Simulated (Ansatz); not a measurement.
Ni: single-point calculation

- system: Ni (slab, 5 atoms in the cell)
- method: DFT, PBE, all-electron LAPW, scalar-relativistic, spin-polarised (Ansatz 0.2.0)

It belongs to a series of runs on one base structure; here: vacuum of 22 Å, LAPW. Figures and captions count atoms from 1; the log counts them from 0 in places.

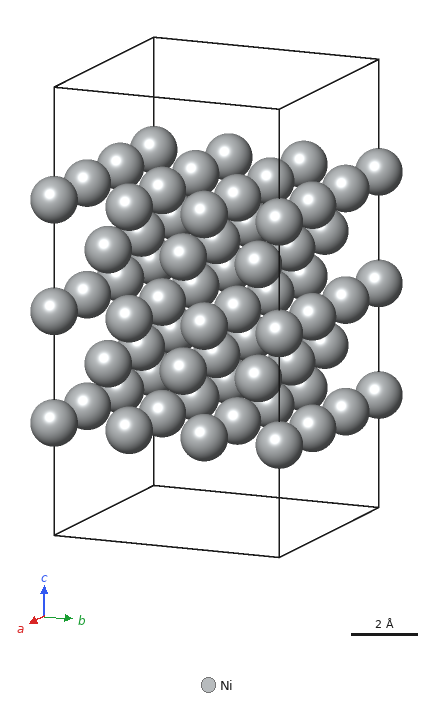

Figure 1. The structure as given in the input (spheres-only view of the 3 × 3 repeat of the cell, with the vacuum cut short, seen slightly off an axis).

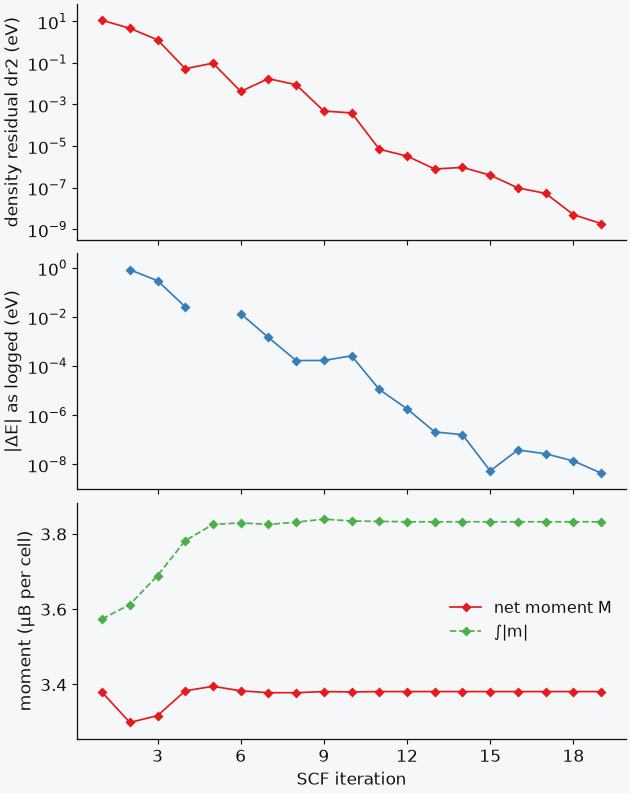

Figure 2. Convergence of the self-consistent field: density residual dr2, size of the energy change and magnetic moment against the SCF iteration. The residual comes down, with one marked jump up, by a factor of about 4, at step 7. The net moment stays at 3.4 μB per cell.

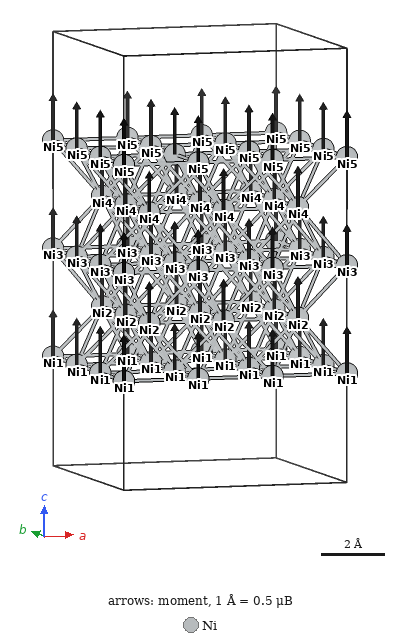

Figure 3. Magnetic moments of the sites as black arrows (ball-and-stick view of the 3 × 3 repeat of the cell, with the vacuum cut short, seen slightly off an axis; atoms are numbered from 1 in the order of the input); small moments hardly show. The run is collinear, so the axis drawn is arbitrary. Site moments: Ni1, Ni5 (0.76 μB); Ni2, Ni3, Ni4 (0.67 μB). They are counted near the atoms and needn't add up to the moment of the cell.

The input and output of the run follow.

## Input
```yaml
crystal:
  lattice:
    - [2.4893881601, 0.0, 0.0]
    - [0.0, 2.4893881601, 0.0]
    - [0.0, 0.0, 28.9415]
  atoms:
    - { symbol: Ni, position: [0.0, 0.0, 0.3800778958], spin: 1.0 }
    - { symbol: Ni, position: [0.5, 0.5, 0.438707917], spin: 1.0 }
    - { symbol: Ni, position: [0.0, 0.0, 0.4999999493], spin: 1.0 }
    - { symbol: Ni, position: [0.5, 0.5, 0.5612920484], spin: 1.0 }
    - { symbol: Ni, position: [0.0, 0.0, 0.6199221042], spin: 1.0 }
magnetization:
  spin_polarized: true
kpoints:
  mp_grid: { grid: [16, 16, 1] }
scf:
  occupations: { method: fermi_dirac, width: 0.1 }
hamiltonian:
  xc: pbe
  pseudopotentials: { kind: all_electron, lapw: { basis_error: 0.001 } }
output:
  forces: true
  stress: true
  eigenvalues: true
efield:
  axis: 3
  amplitude: 0
  dipole_correction: true
```

Launched with:
```bash
ansatz run input.yaml --threads 3 --pin off --max-ram 9216MiB --backend cpu --events-out ev --progress --plain --runs-dir out
```

## Output
```
LAPW: plane waves up to 9.214 Å⁻¹, error target 1.0e-3 eV per atom; small_component_spin mean_spin; Ni in spheres of 1.222 Å, 18 of its electrons in bands, Dirac shells [] (how accurate: hamiltonian.pseudopotentials.lapw.basis_error, Limitations)
Engine: ansatz 0.2.0, x86_64-unknown-linux-gnu
Pseudopotentials: kind: all_electron
Pseudopotential: Ni, LAPW, valence charge 18, lapw/all_electron/scalar/gaussian/Ni, Koelling and Harmon's equation, gaussian nucleus
Functional definition: PBE
  parameter kappa = 0.804
  parameter beta = 0.06672455060314922
  exchange = pbe_x(kappa = kappa, mu = beta*pi^2/3)
  correlation = pbe_c(beta = beta)
Crystal: 5 atoms, lattice volume = 179.352 Å³
Basis set: ecut = 323.47041857045406 eV, 2401 PW (Γ), exchange–correlation at level 2
Bands: 57, of which v1, the nominal top of the filled ones, is band 45 counted from 1 (44 counted from 0)
Symmetry: 8 space group operations
k-points: 45 of 256
Non-local potential: Ni, projectors of the file, none
Initial density: superposition of atomic densities (neutral atoms: chi_scale 0, normalization atom)
Starting moments: Σ|m| = 5 μB on 5 of 5 sites
Initial wavefunctions: plane waves of lowest kinetic energy (no species holds an atomic orbital)
Functional: x = pbe(κ = 0.804, μ = 0.2195149727645171), c = pbe(β = 0.06672455060314922)
iter 1 solved again at ethr=1.24e-2 eV; its pass at ethr=1.00e-1 eV (dr2=1.12e1 eV) is discarded
SCF iter   1: F=—  HF=-206913.844643 eV  |F-HF|=—  |Δ(HF+E_count)|=         —  Δρ=1.73e-2 (↑9.87e-3 ↓1.73e-2)  dr2=1.12e1  dr2_m=1.78e-1  M=3.379 μB ∫|m|=3.574 μB  β_m=0.93  ethr=1.24e-2  p=0.000 e·Å  D=2.82e-14 V/Å  ΔV_dip=-0.00 eV  dr2_dipole=1.21e-11  V_vac-E_F(+/−)=8.83/8.83 eV  ⟨swp⟩=2.1  Hψ=33857  notcnv=0
Mixer restart at iter 1: flushing history
efield: sawtooth ramp at fractional position 0.9500 (placed from the atoms, in the widest stretch of the axis that holds none; the zero of the levels goes with the place), width 0.1000; the density the first Hamiltonian is built on has a dipole p = 0.000 e·Å; the dipole correction subtracts the counter field D = 7.21e-12 V/Å, which shifts the + side's vacuum level by -0.00 eV against the − side's; the planar-averaged density in the ramp window peaks in size at 8.1e-7 e/Å³
preconditioner: auto → LDOS  [metal: Δε(μ)=0.001 eV  Ē_g=8.301 eV  σ=0.100 eV  W_gap=0.00  n_scr=22 (ndim 8)  ℏωp=19.6 eV  f_vac=0.642  D(μ)=10.19/eV (n_scr^D=104)]
spin=Collinear: LDOS preconditioning applied to the charge; magnetization (m = ρ↑ − ρ↓) channel mixes plain (no charge-response kernel on spin).
SCF iter   2: F=—  HF=-206913.016408 eV  |F-HF|=—  |Δ(HF+E_count)|=   8.28e-1  Δρ=6.38e-3 (↑5.58e-3 ↓6.38e-3)  dr2=4.63e0  dr2_m=1.78e-3  M=3.299 μB ∫|m|=3.612 μB  β_m=0.32  ethr=1.24e-2  p=-0.000 e·Å  D=-8.28e-8 V/Å  ΔV_dip=0.00 eV  dr2_dipole=2.76e-12  V_vac-E_F(+/−)=7.48/7.48 eV  ⟨swp⟩=2.1  Hψ=15400  notcnv=0  defer=1
density mixer auto → msr1: a metal under ldos (density of states about μ 3.61 of a free-electron gas's, 22 screened modes)
SCF iter   3: F=—  HF=-206912.720406 eV  |F-HF|=—  |Δ(HF+E_count)|=   2.96e-1  Δρ=5.69e-3 (↑5.69e-3 ↓2.99e-3)  dr2=1.29e0  dr2_m=1.46e-2  M=3.317 μB ∫|m|=3.689 μB  β_m=0.66  ethr=5.15e-3  p=0.000 e·Å  D=9.07e-9 V/Å  ΔV_dip=-0.00 eV  dr2_dipole=6.11e-12  V_vac-E_F(+/−)=6.34/6.34 eV  ⟨swp⟩=2.4  Hψ=15410  notcnv=0
iter 4 solved again at ethr=5.89e-5 eV; its pass at ethr=1.44e-3 eV (dr2=5.30e-2 eV) is discarded
SCF iter   4: F=—  HF=-206912.694914 eV  |F-HF|=—  |Δ(HF+E_count)|=   2.55e-2  Δρ=1.69e-3 (↑1.27e-3 ↓1.69e-3)  dr2=5.23e-2  dr2_m=1.97e-3  M=3.383 μB ∫|m|=3.782 μB  β_m=0.70  ethr=5.89e-5  p=-0.000 e·Å  D=-8.57e-7 V/Å  ΔV_dip=0.00 eV  dr2_dipole=2.77e-10  V_vac-E_F(+/−)=5.20/5.20 eV  ⟨swp⟩=2.0  Hψ=26159  notcnv=0
SCF iter   5: F=—  HF=-206912.708585 eV  |F-HF|=—  |Δ(HF+E_count)|=         —  Δρ=1.30e-3 (↑6.57e-4 ↓1.30e-3)  dr2=9.73e-2  dr2_m=4.16e-4  M=3.395 μB ∫|m|=3.825 μB  β_m=0.57  ethr=5.81e-5  p=0.000 e·Å  D=4.14e-7 V/Å  ΔV_dip=-0.00 eV  dr2_dipole=9.27e-10  V_vac-E_F(+/−)=4.94/4.94 eV  ⟨swp⟩=3.0  Hψ=15295  notcnv=0
the basis was enlarged: its passes take 1.9 MiB over the memory plan, 3 of 3 planned eigensolver slots
SCF iter   6: F=—  HF=-206912.695053 eV  |F-HF|=—  |Δ(HF+E_count)|=   1.35e-2  Δρ=4.69e-4 (↑4.69e-4 ↓4.56e-4)  dr2=4.22e-3  dr2_m=1.02e-5  M=3.383 μB ∫|m|=3.829 μB  β_m=0.78  ethr=5.81e-5  p=-0.000 e·Å  D=-1.19e-7 V/Å  ΔV_dip=0.00 eV  dr2_dipole=7.07e-11  V_vac-E_F(+/−)=4.78/4.78 eV  ⟨swp⟩=2.9  Hψ=14798  notcnv=0
SCF iter   7: F=—  HF=-206912.696499 eV  |F-HF|=—  |Δ(HF+E_count)|=   1.45e-3  Δρ=5.57e-4 (↑3.64e-4 ↓5.57e-4)  dr2=1.75e-2  dr2_m=2.07e-5  M=3.378 μB ∫|m|=3.825 μB  β_m=0.78  ethr=4.69e-6  p=-0.000 e·Å  D=-2.01e-7 V/Å  ΔV_dip=0.00 eV  dr2_dipole=1.01e-9  V_vac-E_F(+/−)=4.94/4.94 eV  ⟨swp⟩=3.0  Hψ=16072  notcnv=0
SCF iter   8: F=—  HF=-206912.696666 eV  |F-HF|=—  |Δ(HF+E_count)|=   1.67e-4  Δρ=4.18e-4 (↑2.46e-4 ↓4.18e-4)  dr2=8.88e-3  dr2_m=1.80e-5  M=3.378 μB ∫|m|=3.831 μB  β_m=0.65  ethr=4.69e-6  p=0.000 e·Å  D=4.04e-7 V/Å  ΔV_dip=-0.00 eV  dr2_dipole=3.23e-9  V_vac-E_F(+/−)=4.90/4.90 eV  ⟨swp⟩=2.4  Hψ=14551  notcnv=0
SCF iter   9: F=—  HF=-206912.696498 eV  |F-HF|=—  |Δ(HF+E_count)|=   1.68e-4  Δρ=1.79e-4 (↑1.51e-4 ↓1.79e-4)  dr2=4.82e-4  dr2_m=3.45e-6  M=3.381 μB ∫|m|=3.839 μB  β_m=0.72  ethr=4.69e-6  p=-0.000 e·Å  D=-3.03e-7 V/Å  ΔV_dip=0.00 eV  dr2_dipole=2.75e-9  V_vac-E_F(+/−)=4.86/4.86 eV  ⟨swp⟩=2.3  Hψ=14549  notcnv=0
SCF iter  10: F=—  HF=-206912.696758 eV  |F-HF|=—  |Δ(HF+E_count)|=   2.60e-4  Δρ=7.09e-5 (↑5.49e-5 ↓7.09e-5)  dr2=3.92e-4  dr2_m=1.56e-6  M=3.380 μB ∫|m|=3.834 μB  β_m=0.82  ethr=5.35e-7  p=0.000 e·Å  D=5.70e-7 V/Å  ΔV_dip=-0.00 eV  dr2_dipole=7.07e-9  V_vac-E_F(+/−)=4.92/4.92 eV  ⟨swp⟩=3.0  Hψ=16392  notcnv=0
SCF iter  11: F=—  HF=-206912.696769 eV  |F-HF|=—  |Δ(HF+E_count)|=   1.11e-5  Δρ=1.81e-5 (↑1.63e-5 ↓1.81e-5)  dr2=7.00e-6  dr2_m=1.62e-7  M=3.381 μB ∫|m|=3.833 μB  β_m=0.80  ethr=4.36e-7  p=-0.000 e·Å  D=-1.26e-6 V/Å  ΔV_dip=0.00 eV  dr2_dipole=2.49e-8  V_vac-E_F(+/−)=4.90/4.90 eV  ⟨swp⟩=2.7  Hψ=14664  notcnv=0
SCF iter  12: F=—  HF=-206912.696771 eV  |F-HF|=—  |Δ(HF+E_count)|=   1.81e-6  Δρ=1.08e-5 (↑8.49e-6 ↓1.08e-5)  dr2=3.29e-6  dr2_m=3.02e-8  M=3.381 μB ∫|m|=3.832 μB  β_m=0.70  ethr=7.77e-9  p=0.000 e·Å  D=1.92e-6 V/Å  ΔV_dip=-0.00 eV  dr2_dipole=8.07e-8  V_vac-E_F(+/−)=4.91/4.91 eV  ⟨swp⟩=3.0  Hψ=15923  notcnv=0
SCF iter  13: F=—  HF=-206912.696771 eV  |F-HF|=—  |Δ(HF+E_count)|=   2.08e-7  Δρ=5.36e-6 (↑4.58e-6 ↓5.36e-6)  dr2=7.85e-7  dr2_m=4.01e-9  M=3.381 μB ∫|m|=3.832 μB  β_m=0.79  ethr=3.66e-9  p=-0.000 e·Å  D=-1.09e-6 V/Å  ΔV_dip=0.00 eV  dr2_dipole=2.96e-8  V_vac-E_F(+/−)=4.90/4.90 eV  ⟨swp⟩=2.5  Hψ=14603  notcnv=0
SCF iter  14: F=—  HF=-206912.696771 eV  |F-HF|=—  |Δ(HF+E_count)|=   1.61e-7  Δρ=4.14e-6 (↑3.60e-6 ↓4.14e-6)  dr2=9.37e-7  dr2_m=2.21e-9  M=3.381 μB ∫|m|=3.832 μB  β_m=0.64  ethr=8.72e-10  p=0.000 e·Å  D=2.26e-6 V/Å  ΔV_dip=-0.00 eV  dr2_dipole=1.17e-7  V_vac-E_F(+/−)=4.90/4.90 eV  ⟨swp⟩=2.0  Hψ=14511  notcnv=0
SCF iter  15: F=—  HF=-206912.696771 eV  |F-HF|=—  |Δ(HF+E_count)|=   5.44e-9  Δρ=3.22e-6 (↑3.03e-6 ↓3.22e-6)  dr2=3.98e-7  dr2_m=2.34e-10  M=3.381 μB ∫|m|=3.832 μB  β_m=0.71  ethr=8.72e-10  p=-0.000 e·Å  D=-1.18e-7 V/Å  ΔV_dip=0.00 eV  dr2_dipole=8.16e-10  V_vac-E_F(+/−)=4.90/4.90 eV  ⟨swp⟩=2.0  Hψ=14510  notcnv=0
SCF iter  16: F=—  HF=-206912.696771 eV  |F-HF|=—  |Δ(HF+E_count)|=   3.85e-8  Δρ=2.36e-6 (↑2.36e-6 ↓1.97e-6)  dr2=9.65e-8  dr2_m=3.26e-10  M=3.381 μB ∫|m|=3.832 μB  β_m=0.82  ethr=4.43e-10  p=-0.000 e·Å  D=-4.10e-8 V/Å  ΔV_dip=0.00 eV  dr2_dipole=7.60e-11  V_vac-E_F(+/−)=4.90/4.90 eV  ⟨swp⟩=2.0  Hψ=14512  notcnv=0
SCF iter  17: F=—  HF=-206912.696771 eV  |F-HF|=—  |Δ(HF+E_count)|=   2.69e-8  Δρ=1.33e-6 (↑1.27e-6 ↓1.33e-6)  dr2=5.28e-8  dr2_m=1.74e-10  M=3.381 μB ∫|m|=3.832 μB  β_m=0.69  ethr=1.07e-10  p=0.000 e·Å  D=2.12e-7 V/Å  ΔV_dip=-0.00 eV  dr2_dipole=1.15e-9  V_vac-E_F(+/−)=4.90/4.90 eV  ⟨swp⟩=2.1  Hψ=14525  notcnv=0
SCF iter  18: F=—  HF=-206912.696771 eV  |F-HF|=—  |Δ(HF+E_count)|=   1.37e-8  Δρ=5.60e-7 (↑5.60e-7 ↓4.86e-7)  dr2=5.01e-9  dr2_m=4.39e-11  M=3.381 μB ∫|m|=3.832 μB  β_m=0.67  ethr=5.87e-11  p=0.000 e·Å  D=6.41e-9 V/Å  ΔV_dip=-0.00 eV  dr2_dipole=4.41e-11  V_vac-E_F(+/−)=4.90/4.90 eV  ⟨swp⟩=2.0  Hψ=14509  notcnv=0
SCF iter  19: F=-206912.696771 eV  HF=-206912.696771 eV  |F-HF|=1.14e-9  |Δ(HF+E_count)|=   4.42e-9  Δρ=3.02e-7 (↑2.09e-7 ↓3.02e-7)  dr2=1.85e-9  dr2_m=2.24e-11  M=3.381 μB ∫|m|=3.832 μB  ethr=5.57e-12  p=-0.000 e·Å  D=-2.12e-8 V/Å  ΔV_dip=0.00 eV  dr2_dipole=1.43e-10  V_vac-E_F(+/−)=4.90/4.90 eV  ⟨swp⟩=2.8  Hψ=14883  notcnv=0
SCF 1 converged in 19 iterations: F = -206912.696771 eV  dr2 = 1.85e-9
SCF converged after 19 iterations
Magnetization: 3.3808 μB (46.6904 up, 43.3096 down)
Absolute magnetization: 3.8320 μB (∫|ρ↑−ρ↓|)
Spin contamination: 0.0471 ħ² per cell (⟨S²⟩ above its minimum at these occupations)
Per-site moments (μB) at R_I (Å): [(0.7598207426238641, 1.222476491346627), (0.6714944174568629, 1.222476491346627), (0.6665425608938484, 1.222476491346627), (0.6714927003346691, 1.222476491346627), (0.7598174536055531, 1.222476491346627)]
Free energy (F): -206912.696771 eV
Harris-Foulkes:  -206912.696771 eV  (|F-HF|=1.14e-9)
Internal energy: -206912.414428 eV  (E = F + TS)
E sigma→0 (E₀):  -206912.555599 eV
Entropy (-TS):   -0.282343 eV (-56.469 meV/atom)
Fermi energy:    2.188813 eV
Dipole field:    D = -0.000000 V/Å  (p = -0.000000 e·Å, saw-weighted, corrected)
Work function:   Φ+ = 4.9036 eV   Φ− = 4.9036 eV
Levels:          The Fermi level and band energies are counted from a zero that moves with the ramp; work functions are not
--- Per-component energies (eV) ---
  E_band       = -2846.988565
  E_kinetic    = 210223.236334
  E_xc         = -8652.082403
  E_efield     = 0.000000  (sawtooth field / dipole correction)
  E_electrostatic = -408483.568359  (all electrons and nuclei)
  E_smearing   = -0.282343  (= −TS)
  E_closure    = 0.000000  (closes the sum)
  E_atoms      = -206878.779518  (free atoms, spherical and without spin; not in F)
  Σ components = -206912.696771   (vs F -206912.696771, Δ=0.00e0)
  Basis errors (estimates in eV, not in F): energy 3.2e-4 per atom: plane waves 2.8e-4 (1.6e-4 summed), levels above the bands 2.1e-39, relativity 1.8e-8, radial functions 3.5e-5, core shells 1.1e-9; eigenvalues (radial functions only) 7.1e-7; not estimated: angular momenta, meshes, grids; target (lapw.basis_error) 1.0e-3; muffin-tin radii Ni 1.222 Å
--- Forces (eV/Å), atoms counted from 1 ---
  atom   1  Ni    -0.00000000     0.00000000     0.00098716
  atom   2  Ni     0.00000000     0.00000000    -0.00040480
  atom   3  Ni     0.00000000     0.00000000     0.00001045
  atom   4  Ni     0.00000000     0.00000000     0.00041404
  atom   5  Ni     0.00000000     0.00000000    -0.00105187
  max |Σ_I F_I| component: 4.50e-5 eV/Å
--- Stress (GPa, compression-positive) ---
       -1.318711       0.000000      -0.000000
        0.000000      -1.318711       0.000000
       -0.000000       0.000000      -0.002936
  P = ⅓ Tr σ = -0.8801 GPa (-8.801 kbar)
--- Band table (eV; the first three rows and the last of 90) ---
  k-point 0 ↑: bands = ["-101.5110", "-101.5080", "-101.4353", "-101.1711", "-101.1711", "-61.9499", "-61.9105", "-61.8317", "-61.8317", "-61.8225", "-61.8225", "-61.7905", "-61.7435", "-61.7435", "-61.5575", "-61.5575", "-61.5575", "-61.5575", "-61.4376", "-61.4373", "-6.5066", "-5.3456", "-3.6174", "-2.4484", "-2.3924", "-1.9141", "-1.5841", "-1.0315", "-0.5131", "-0.2922", "-0.1510", "-0.1510", "0.1905", "0.1905", "0.3909", "0.6919", "0.8157", "0.8157", "0.8737", "0.9447", "0.9498", "1.0612", "1.3624", "1.3673", "1.3673", "1.5435", "1.6202", "1.6451", "1.6451", "2.7668", "4.0748", "6.9070", "7.0583", "7.4560", "8.1658", "8.8656", "9.9637"]
  k-point 1 ↑: bands = ["-101.5105", "-101.5076", "-101.4350", "-101.1707", "-101.1707", "-61.9485", "-61.9110", "-61.8357", "-61.8310", "-61.8295", "-61.8220", "-61.7885", "-61.7475", "-61.7434", "-61.5617", "-61.5616", "-61.5573", "-61.5573", "-61.4372", "-61.4370", "-6.4065", "-5.2513", "-3.5348", "-2.3790", "-2.3349", "-1.8821", "-1.5580", "-1.0170", "-0.5100", "-0.2678", "-0.1605", "-0.1372", "0.0879", "0.1843", "0.5052", "0.5057", "0.7234", "0.7510", "0.8790", "0.9190", "1.0907", "1.2204", "1.2228", "1.2487", "1.4519", "1.5032", "1.5390", "1.5997", "1.6608", "2.9920", "4.3263", "7.0018", "7.1597", "7.5502", "8.2647", "8.9570", "10.0606"]
  k-point 2 ↑: bands = ["-101.5089", "-101.5063", "-101.4341", "-101.1695", "-101.1695", "-61.9448", "-61.9128", "-61.8470", "-61.8466", "-61.8288", "-61.8207", "-61.7859", "-61.7586", "-61.7433", "-61.5734", "-61.5733", "-61.5566", "-61.5565", "-61.4360", "-61.4359", "-6.1103", "-4.9751", "-3.3022", "-2.1921", "-2.1745", "-1.7870", "-1.4740", "-0.9668", "-0.5121", "-0.2047", "-0.1748", "-0.0985", "-0.0410", "0.1634", "0.1980", "0.6114", "0.6155", "0.7667", "0.8370", "0.8968", "1.0161", "1.0467", "1.1083", "1.1375", "1.4423", "1.4482", "1.5948", "1.6657", "1.7964", "3.5030", "4.9385", "7.2852", "7.4638", "7.8323", "8.5613", "9.2300", "10.3513"]
  k-point 44 ↓: bands = ["-100.6255", "-100.6255", "-100.5648", "-100.2141", "-100.2141", "-61.1163", "-61.1163", "-61.0943", "-61.0943", "-61.0422", "-61.0415", "-61.0115", "-61.0115", "-60.9717", "-60.7280", "-60.7280", "-60.7279", "-60.7279", "-60.5559", "-60.5559", "-1.9705", "-1.8699", "-1.5313", "-1.2541", "-1.2541", "-1.1099", "-0.8506", "-0.7964", "-0.7964", "0.0605", "0.0605", "1.1971", "1.1971", "1.6523", "1.7496", "2.0791", "2.1247", "2.2314", "2.2314", "2.2807", "2.5266", "2.5272", "2.6402", "2.8354", "2.8354", "5.3673", "5.3673", "7.2521", "7.2521", "9.7240", "9.7240", "11.7007", "11.7103", "12.0616", "12.3930", "12.3933", "12.3933"]
```

## Results in brief

- outcome: converged
- electrons in bands (core shells apart): 90
- free energy: −206912.6968 eV
- Fermi energy: 2.189 eV
- net moment of the cell: 3.38 μB
- integrated absolute moment: 3.83 μB
- largest force (length of the vector): 0.001 eV/Å
- hardware: 3 threads of Intel Xeon @ 2.90GHz (Ice Lake), 12 GiB of memory available, shared host
- wall time: 4.2 min (CPU time 12 min)
- peak memory: 1.6 GiB
